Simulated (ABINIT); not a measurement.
# Geometry relaxation of TiC (part 2 of 2)

Continued. System: TiC (2 atoms in the cell). Method: Kohn-Sham DFT of a periodic cell, LDA, PseudoDojo NC SR LDA v0.4.1 standard, no spin polarisation (ABINIT 10.8.3); cutoff 1142.88 eV, 8×8×8 k-mesh, fermi-dirac of 0.05 eV. The structure derives from a Materials Project entry.

Geometry of the input (Å; fractional positions):
```
0.0000  2.1657  2.1657
2.1657  0.0000  2.1657
2.1657  2.1657  0.0000
Ti 0.0000  0.0000  0.0000
C  0.5000  0.5000  0.5000
```

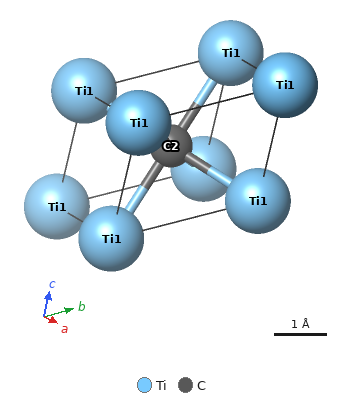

*The geometry at step 2 of the log (ball-and-stick view of the cell of the calculation, seen slightly off an axis; atoms are numbered from 1 in the order of the input).*

Log, continued:
```
 Cartesian coordinates (xcart) [bohr]
  0.00000000000000E+00  0.00000000000000E+00  0.00000000000000E+00
  4.04149474395858E+00  4.04149474395858E+00  4.04149474395858E+00
 Reduced coordinates (xred)
  0.00000000000000E+00  0.00000000000000E+00  0.00000000000000E+00
  5.00000000000000E-01  5.00000000000000E-01  5.00000000000000E-01
 Cartesian forces (fcart) [Ha/bohr]; max,rms= 0.00000E+00 0.00000E+00 (free atoms)
 -0.00000000000000E+00 -0.00000000000000E+00 -0.00000000000000E+00
 -0.00000000000000E+00 -0.00000000000000E+00 -0.00000000000000E+00
 Gradient of E wrt nuclear positions in reduced coordinates (gred)
  0.00000000000000E+00  0.00000000000000E+00  0.00000000000000E+00
  0.00000000000000E+00  0.00000000000000E+00  0.00000000000000E+00
 Scale of Primitive Cell (acell) [bohr]
  5.71553667916580E+00  5.71553667916580E+00  5.71553667916580E+00
 Real space primitive translations (rprimd) [bohr]
  0.00000000000000E+00  4.04149474395858E+00  4.04149474395858E+00
  4.04149474395858E+00  0.00000000000000E+00  4.04149474395858E+00
  4.04149474395858E+00  4.04149474395858E+00  0.00000000000000E+00
 Unitary Cell Volume (ucvol) [Bohr^3]=  1.32024961843096E+02
 Angles (23,13,12)= [degrees]
  6.00000000000000E+01  6.00000000000000E+01  6.00000000000000E+01
 Lengths [Bohr]
  5.71553667916580E+00  5.71553667916580E+00  5.71553667916580E+00
 Stress tensor in cartesian coordinates (strten) [Ha/bohr^3]
  9.46671311418436E-05  0.00000000000000E+00  0.00000000000000E+00
  0.00000000000000E+00  9.46671311418401E-05  0.00000000000000E+00
  0.00000000000000E+00  0.00000000000000E+00  9.46671311418401E-05
 Total energy (etotal) [Ha]= -6.54483057322390E+01

 Difference of energy with previous step (new-old):
           Absolute (Ha)=-1.32295E-03
           Relative     =-2.02138E-05

--- Iteration: ( 3/50) Internal Cycle: (1/1)
--------------------------------------------------------------------------------

---SELF-CONSISTENT-FIELD CONVERGENCE--------------------------------------------

--- !BeginCycle
iteration_state: {dtset: 1, itime: 3, icycle: 1, }
solver: {iscf: 7, nstep: 80, nline: 4, wfoptalg: 0, }
tolerances: {tolvrs: 1.00E-12, }
...

     iter   Etot(hartree)      deltaE(h)  residm     vres2
 ETOT  1  -65.444495930346    -6.544E+01 6.438E-05 2.977E+01
 ETOT  2  -65.433158348374     1.134E-02 1.414E-04 1.133E+02
 ETOT  3  -65.448337294582    -1.518E-02 3.580E-04 1.139E-01
 ETOT  4  -65.448368122077    -3.083E-05 8.839E-05 1.781E-03
 ETOT  5  -65.448368593258    -4.712E-07 1.799E-05 5.647E-04
 ETOT  6  -65.448368684371    -9.111E-08 3.498E-05 2.147E-06
 ETOT  7  -65.448368685498    -1.128E-09 1.415E-05 3.228E-07
 ETOT  8  -65.448368685603    -1.050E-10 3.193E-05 4.778E-09
 ETOT  9  -65.448368685610    -6.352E-12 1.458E-05 3.489E-10
 ETOT 10  -65.448368685610    -2.558E-13 3.190E-05 2.065E-12
 ETOT 11  -65.448368685608     2.387E-12 1.516E-05 6.971E-13

 At SCF step   11       vres2   =  6.97E-13 < tolvrs=  1.00E-12 =>converged.

 Cartesian components of stress tensor (hartree/bohr^3)
  sigma(1 1)= -5.60027449E-06  sigma(3 2)=  0.00000000E+00
  sigma(2 2)= -5.60027449E-06  sigma(3 1)=  0.00000000E+00
  sigma(3 3)= -5.60027449E-06  sigma(2 1)=  0.00000000E+00

--- !ResultsGS
iteration_state: {dtset: 1, itime: 3, icycle: 1, }
comment   : Summary of ground state results
lattice_vectors:
- [  0.0000000,   4.0271641,   4.0271641, ]
- [  4.0271641,   0.0000000,   4.0271641, ]
- [  4.0271641,   4.0271641,   0.0000000, ]
lattice_lengths: [   5.69527,    5.69527,    5.69527, ]
lattice_angles: [ 60.000,  60.000,  60.000, ] # degrees, (23, 13, 12)
lattice_volume:   1.3062550E+02
convergence: {deltae:  2.387E-12, res2:  6.971E-13, residm:  1.516E-05, diffor: null, }
etotal    :  -6.54483687E+01
entropy   :   0.00000000E+00
fermie    :   4.12436753E-01
cartesian_stress_tensor: # hartree/bohr^3
- [ -5.60027449E-06,   0.00000000E+00,   0.00000000E+00, ]
- [  0.00000000E+00,  -5.60027449E-06,   0.00000000E+00, ]
- [  0.00000000E+00,   0.00000000E+00,  -5.60027449E-06, ]
pressure_GPa:   1.6477E-01
xred      :
- [  0.0000E+00,   0.0000E+00,   0.0000E+00, Ti]
- [  5.0000E-01,   5.0000E-01,   5.0000E-01,  C]
cartesian_forces: # hartree/bohr
- [ -0.00000000E+00,  -0.00000000E+00,  -0.00000000E+00, ]
- [ -0.00000000E+00,  -0.00000000E+00,  -0.00000000E+00, ]
force_length_stats: {min:   0.00000000E+00, max:   0.00000000E+00, mean:   0.00000000E+00, }
...

 Integrated electronic density in atomic spheres:
 ------------------------------------------------
 Atom  Sphere_radius  Integrated_density
    1        2.00000          9.60428339
    2        2.00000          3.95319305

---OUTPUT-----------------------------------------------------------------------

 Cartesian coordinates (xcart) [bohr]
  0.00000000000000E+00  0.00000000000000E+00  0.00000000000000E+00
  4.02716407281767E+00  4.02716407281767E+00  4.02716407281767E+00
 Reduced coordinates (xred)
  0.00000000000000E+00  0.00000000000000E+00  0.00000000000000E+00
  5.00000000000000E-01  5.00000000000000E-01  5.00000000000000E-01
 Cartesian forces (fcart) [Ha/bohr]; max,rms= 0.00000E+00 0.00000E+00 (free atoms)
 -0.00000000000000E+00 -0.00000000000000E+00 -0.00000000000000E+00
 -0.00000000000000E+00 -0.00000000000000E+00 -0.00000000000000E+00
 Gradient of E wrt nuclear positions in reduced coordinates (gred)
  0.00000000000000E+00  0.00000000000000E+00  0.00000000000000E+00
  0.00000000000000E+00  0.00000000000000E+00  0.00000000000000E+00
 Scale of Primitive Cell (acell) [bohr]
  5.69527004968042E+00  5.69527004968042E+00  5.69527004968042E+00
 Real space primitive translations (rprimd) [bohr]
  0.00000000000000E+00  4.02716407281767E+00  4.02716407281767E+00
  4.02716407281767E+00  0.00000000000000E+00  4.02716407281767E+00
  4.02716407281767E+00  4.02716407281767E+00  0.00000000000000E+00
 Unitary Cell Volume (ucvol) [Bohr^3]=  1.30625500362970E+02
 Angles (23,13,12)= [degrees]
  6.00000000000000E+01  6.00000000000000E+01  6.00000000000000E+01
 Lengths [Bohr]
  5.69527004968042E+00  5.69527004968042E+00  5.69527004968042E+00
 Stress tensor in cartesian coordinates (strten) [Ha/bohr^3]
 -5.60027449496639E-06  0.00000000000000E+00  0.00000000000000E+00
  0.00000000000000E+00 -5.60027449497333E-06  0.00000000000000E+00
  0.00000000000000E+00  0.00000000000000E+00 -5.60027449498027E-06
 Total energy (etotal) [Ha]= -6.54483686856077E+01

 Difference of energy with previous step (new-old):
           Absolute (Ha)=-6.29534E-05
           Relative     =-9.61879E-07

--- Iteration: ( 4/50) Internal Cycle: (1/1)
--------------------------------------------------------------------------------

---SELF-CONSISTENT-FIELD CONVERGENCE--------------------------------------------

--- !BeginCycle
iteration_state: {dtset: 1, itime: 4, icycle: 1, }
solver: {iscf: 7, nstep: 80, nline: 4, wfoptalg: 0, }
tolerances: {tolvrs: 1.00E-12, }
...

     iter   Etot(hartree)      deltaE(h)  residm     vres2
 ETOT  1  -65.448357600447    -6.545E+01 1.673E-05 8.790E-02
 ETOT  2  -65.448321711041     3.589E-05 1.289E-05 3.470E-01
 ETOT  3  -65.448368770846    -4.706E-05 3.495E-05 6.152E-04
 ETOT  4  -65.448368896176    -1.253E-07 1.634E-05 1.891E-05
 ETOT  5  -65.448368899097    -2.921E-09 3.681E-05 5.794E-07
 ETOT  6  -65.448368899216    -1.184E-10 1.671E-05 1.425E-08
 ETOT  7  -65.448368899220    -4.121E-12 3.845E-05 5.904E-10
 ETOT  8  -65.448368899219     6.821E-13 1.712E-05 1.818E-11
 ETOT  9  -65.448368899218     7.390E-13 3.982E-05 1.928E-12
 ETOT 10  -65.448368899217     1.378E-12 1.748E-05 1.238E-14

 At SCF step   10       vres2   =  1.24E-14 < tolvrs=  1.00E-12 =>converged.

 Cartesian components of stress tensor (hartree/bohr^3)
  sigma(1 1)=  7.74968776E-08  sigma(3 2)=  0.00000000E+00
  sigma(2 2)=  7.74968776E-08  sigma(3 1)=  0.00000000E+00
  sigma(3 3)=  7.74968776E-08  sigma(2 1)=  0.00000000E+00

--- !ResultsGS
iteration_state: {dtset: 1, itime: 4, icycle: 1, }
comment   : Summary of ground state results
lattice_vectors:
- [  0.0000000,   4.0279565,   4.0279565, ]
- [  4.0279565,   0.0000000,   4.0279565, ]
- [  4.0279565,   4.0279565,   0.0000000, ]
lattice_lengths: [   5.69639,    5.69639,    5.69639, ]
lattice_angles: [ 60.000,  60.000,  60.000, ] # degrees, (23, 13, 12)
lattice_volume:   1.3070262E+02
convergence: {deltae:  1.378E-12, res2:  1.238E-14, residm:  1.748E-05, diffor: null, }
etotal    :  -6.54483689E+01
entropy   :   0.00000000E+00
fermie    :   4.12135967E-01
cartesian_stress_tensor: # hartree/bohr^3
- [  7.74968776E-08,   0.00000000E+00,   0.00000000E+00, ]
- [  0.00000000E+00,   7.74968776E-08,   0.00000000E+00, ]
- [  0.00000000E+00,   0.00000000E+00,   7.74968776E-08, ]
pressure_GPa:  -2.2800E-03
xred      :
- [  0.0000E+00,   0.0000E+00,   0.0000E+00, Ti]
- [  5.0000E-01,   5.0000E-01,   5.0000E-01,  C]
cartesian_forces: # hartree/bohr
- [ -0.00000000E+00,  -0.00000000E+00,  -0.00000000E+00, ]
- [ -0.00000000E+00,  -0.00000000E+00,  -0.00000000E+00, ]
force_length_stats: {min:   0.00000000E+00, max:   0.00000000E+00, mean:   0.00000000E+00, }
...

 Integrated electronic density in atomic spheres:
 ------------------------------------------------
 Atom  Sphere_radius  Integrated_density
    1        2.00000          9.60467476
    2        2.00000          3.95346936

---OUTPUT-----------------------------------------------------------------------

 Cartesian coordinates (xcart) [bohr]
  0.00000000000000E+00  0.00000000000000E+00  0.00000000000000E+00
  4.02795647411978E+00  4.02795647411978E+00  4.02795647411978E+00
 Reduced coordinates (xred)
  0.00000000000000E+00  0.00000000000000E+00  0.00000000000000E+00
  5.00000000000000E-01  5.00000000000000E-01  5.00000000000000E-01
 Cartesian forces (fcart) [Ha/bohr]; max,rms= 0.00000E+00 0.00000E+00 (free atoms)
 -0.00000000000000E+00 -0.00000000000000E+00 -0.00000000000000E+00
 -0.00000000000000E+00 -0.00000000000000E+00 -0.00000000000000E+00
 Gradient of E wrt nuclear positions in reduced coordinates (gred)
  0.00000000000000E+00  0.00000000000000E+00  0.00000000000000E+00
  0.00000000000000E+00  0.00000000000000E+00  0.00000000000000E+00
 Scale of Primitive Cell (acell) [bohr]
  5.69639067434871E+00  5.69639067434871E+00  5.69639067434871E+00
 Real space primitive translations (rprimd) [bohr]
  0.00000000000000E+00  4.02795647411978E+00  4.02795647411978E+00
  4.02795647411978E+00  0.00000000000000E+00  4.02795647411978E+00
  4.02795647411978E+00  4.02795647411978E+00  0.00000000000000E+00
 Unitary Cell Volume (ucvol) [Bohr^3]=  1.30702622761756E+02
 Angles (23,13,12)= [degrees]
  6.00000000000000E+01  6.00000000000000E+01  6.00000000000000E+01
 Lengths [Bohr]
  5.69639067434871E+00  5.69639067434871E+00  5.69639067434871E+00
 Stress tensor in cartesian coordinates (strten) [Ha/bohr^3]
  7.74968776096063E-08  0.00000000000000E+00  0.00000000000000E+00
  0.00000000000000E+00  7.74968775957285E-08  0.00000000000000E+00
  0.00000000000000E+00  0.00000000000000E+00  7.74968776026674E-08
 Total energy (etotal) [Ha]= -6.54483688992169E+01

 Difference of energy with previous step (new-old):
           Absolute (Ha)=-2.13609E-07
           Relative     =-3.26378E-09

 At Broyd/MD step   4, gradients are converged :
  max grad (force/stress) = 7.7497E-06 < tolmxf= 2.0000E-05 ha/bohr (free atoms)

================================================================================

 ----iterations are completed or convergence reached----

 Mean square residual over all n,k,spin=   60.871E-09; max=  17.479E-06
 reduced coordinates (array xred) for    2 atoms
       0.000000000000      0.000000000000      0.000000000000
       0.500000000000      0.500000000000      0.500000000000
 rms dE/dt=  0.0000E+00; max dE/dt=  0.0000E+00; dE/dt below (all hartree)
    1       0.000000000000      0.000000000000      0.000000000000
    2       0.000000000000      0.000000000000      0.000000000000

 cartesian coordinates (angstrom) at end:
    1      0.00000000000000     0.00000000000000     0.00000000000000
    2      2.13150277116735     2.13150277116735     2.13150277116735

 cartesian forces (hartree/bohr) at end:
    1     -0.00000000000000    -0.00000000000000    -0.00000000000000
    2     -0.00000000000000    -0.00000000000000    -0.00000000000000
 frms,max,avg= 0.0000000E+00 0.0000000E+00   0.000E+00  0.000E+00  0.000E+00 h/b

 cartesian forces (eV/Angstrom) at end:
    1     -0.00000000000000    -0.00000000000000    -0.00000000000000
    2     -0.00000000000000    -0.00000000000000    -0.00000000000000
 frms,max,avg= 0.0000000E+00 0.0000000E+00   0.000E+00  0.000E+00  0.000E+00 e/A
 length scales=  5.696390674349  5.696390674349  5.696390674349 bohr
              =  3.014400127221  3.014400127221  3.014400127221 angstroms
 Fermi (or HOMO) energy (hartree) =   0.41214   Average Vxc (hartree)=  -0.49153
 Eigenvalues (hartree) for nkpt=  29  k points:
 kpt#   1, nband= 12, wtk=  0.00195, kpt=  0.0000  0.0000  0.0000 (reduced coord)
  -1.63786   -0.76759   -0.76759   -0.76759   -0.04352    0.43815    0.43815    0.43815
   0.47824    0.47824    0.47825    0.48171
      occupation numbers for kpt#   1
   2.00000    2.00000    2.00000    2.00000    2.00000    0.00000    0.00000    0.00000
   0.00000    0.00000    0.00000    0.00000
 prteigrs : prtvol=0 or 1, do not print more k-points.

--- !EnergyTerms
iteration_state     : {dtset: 1, itime: 4, icycle: 1, }
comment             : Components of total free energy in Hartree
kinetic             :  2.74289477561559E+01
hartree             :  1.10932887083227E+01
xc                  : -1.08221310260070E+01
Ewald energy        : -5.20234202001111E+01
psp_core            :  2.34972020776871E+00
local_psp           : -4.37004906374590E+01
non_local_psp       :  2.25813336770291E-01
internal            : -6.54482718545595E+01
'-kT*entropy'       : -9.70446573667755E-05
total_energy        : -6.54483688992169E+01
total_energy_eV     : -1.78094084528604E+03
band_energy         : -5.96931983988025E+00
...

 Cartesian components of stress tensor (hartree/bohr^3)
  sigma(1 1)=  7.74968776E-08  sigma(3 2)=  0.00000000E+00
  sigma(2 2)=  7.74968776E-08  sigma(3 1)=  0.00000000E+00
  sigma(3 3)=  7.74968776E-08  sigma(2 1)=  0.00000000E+00

-Cartesian components of stress tensor (GPa)         [Pressure= -2.2800E-03 GPa]
- sigma(1 1)=  2.28003686E-03  sigma(3 2)=  0.00000000E+00
- sigma(2 2)=  2.28003686E-03  sigma(3 1)=  0.00000000E+00
- sigma(3 3)=  2.28003686E-03  sigma(2 1)=  0.00000000E+00

== END DATASET(S) ==============================================================
================================================================================

 -outvars: echo values of variables after computation  --------
            acell      5.6963906743E+00  5.6963906743E+00  5.6963906743E+00 Bohr
           etotal     -6.5448368899E+01
            fcart     -0.0000000000E+00 -0.0000000000E+00 -0.0000000000E+00
                      -0.0000000000E+00 -0.0000000000E+00 -0.0000000000E+00
            rprim      0.0000000000E+00  7.0710678119E-01  7.0710678119E-01
                       7.0710678119E-01  0.0000000000E+00  7.0710678119E-01
                       7.0710678119E-01  7.0710678119E-01  0.0000000000E+00
           strten      7.7496877610E-08  7.7496877596E-08  7.7496877603E-08
                       0.0000000000E+00  0.0000000000E+00  0.0000000000E+00
           xangst      0.0000000000E+00  0.0000000000E+00  0.0000000000E+00
                       2.1315027712E+00  2.1315027712E+00  2.1315027712E+00
             xred      0.0000000000E+00  0.0000000000E+00  0.0000000000E+00
                       5.0000000000E-01  5.0000000000E-01  5.0000000000E-01
 Calculation completed.
```

Trajectory as extended XYZ (Å, eV, eV/Å), 4 frames, from step=0 to step=3:
```
2
Lattice="0.0000 2.1657 2.1657 2.1657 0.0000 2.1657 2.1657 2.1657 0.0000" Properties=species:S:1:pos:R:3:forces:R:3 step=0 energy=-1780.90313
Ti    0.0000    0.0000    0.0000    0.0000   0.0000   0.0000
C     2.1657    2.1657    2.1657    0.0000   0.0000   0.0000
2
Lattice="0.0000 2.1387 2.1387 2.1387 0.0000 2.1387 2.1387 2.1387 0.0000" Properties=species:S:1:pos:R:3:forces:R:3 step=1 energy=-1780.93913
Ti    0.0000    0.0000    0.0000    0.0000   0.0000   0.0000
C     2.1387    2.1387    2.1387    0.0000   0.0000   0.0000
2
Lattice="0.0000 2.1311 2.1311 2.1311 0.0000 2.1311 2.1311 2.1311 0.0000" Properties=species:S:1:pos:R:3:forces:R:3 step=2 energy=-1780.94084
Ti    0.0000    0.0000    0.0000    0.0000   0.0000   0.0000
C     2.1311    2.1311    2.1311    0.0000   0.0000   0.0000
2
Lattice="0.0000 2.1315 2.1315 2.1315 0.0000 2.1315 2.1315 2.1315 0.0000" Properties=species:S:1:pos:R:3:forces:R:3 step=3 energy=-1780.94085
Ti    0.0000    0.0000    0.0000    0.0000   0.0000   0.0000
C     2.1315    2.1315    2.1315    0.0000   0.0000   0.0000
```

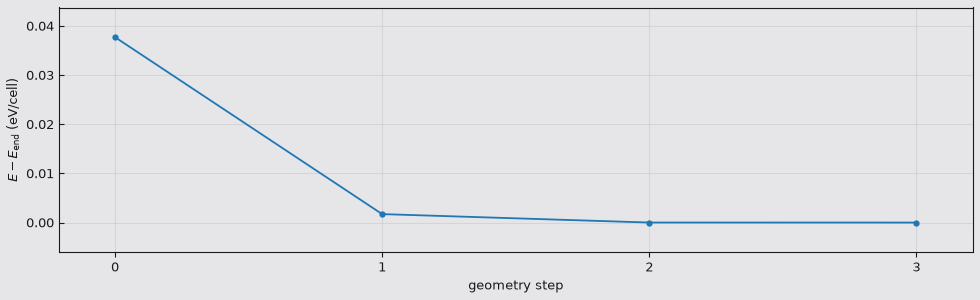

*Progress of the relaxation, step by step (steps are counted from 0).*

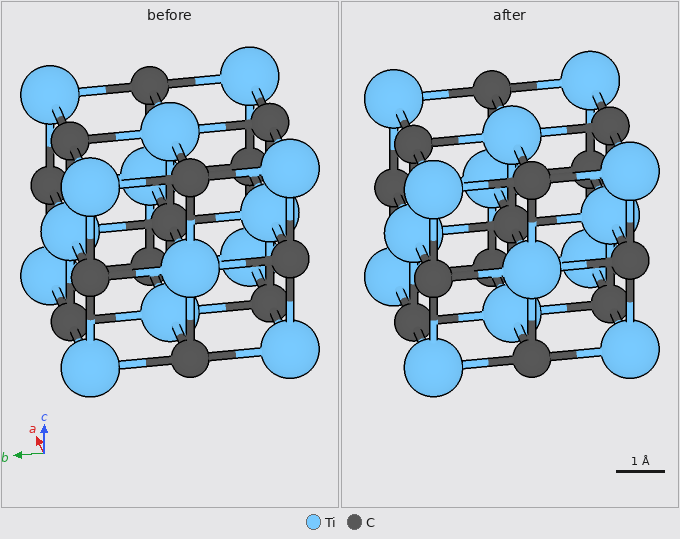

*Before (left) and after (right) the relaxation, at one scale (ball-and-stick view of the cell 4 times as large as that of the calculation, set on its symmetry axes, seen at an oblique angle).*

No atom moves by more than 0.005 Å relative to the cell. The volume changes by −4.7 %, with a = b = c 4.331 → 4.263 Å (−1.6 %). Among the contacts that change: Ti1–C2 2.166 → 2.132 Å. The space group stays Fm-3m (No. 225). The energy falls by 37.7 meV per cell of the calculation in 3 geometry steps. All forces vanish by symmetry, so only the cell relaxes. (Atoms are counted from 1 in the order of the input.)

Results in brief:

| quantity | value |
| --- | --- |
| outcome | converged |
| space group (tolerance 0.01 Å) | Fm-3m (225) |
| electrons treated | 16 |
| free energy | −1780.9408 eV |
| Fermi energy | 11.215 eV |
| gap on the k-point mesh | none (metallic) |
| pressure | 0.00 GPa |
| final volume | 19.37 Å³ |
| largest force (length of the vector) at the end | under 0.001 eV/Å |
| final cell | a = 3.014 Å, b = 3.014 Å, c = 3.014 Å, α = 60.00°, β = 60.00°, γ = 60.00° |
| hardware | 4 threads of Intel Xeon @ 2.90GHz (Ice Lake), 192 GiB of memory available, shared host |
| wall time | 75 s (CPU time 4.9 min) |
| peak memory | 0.32 GiB |
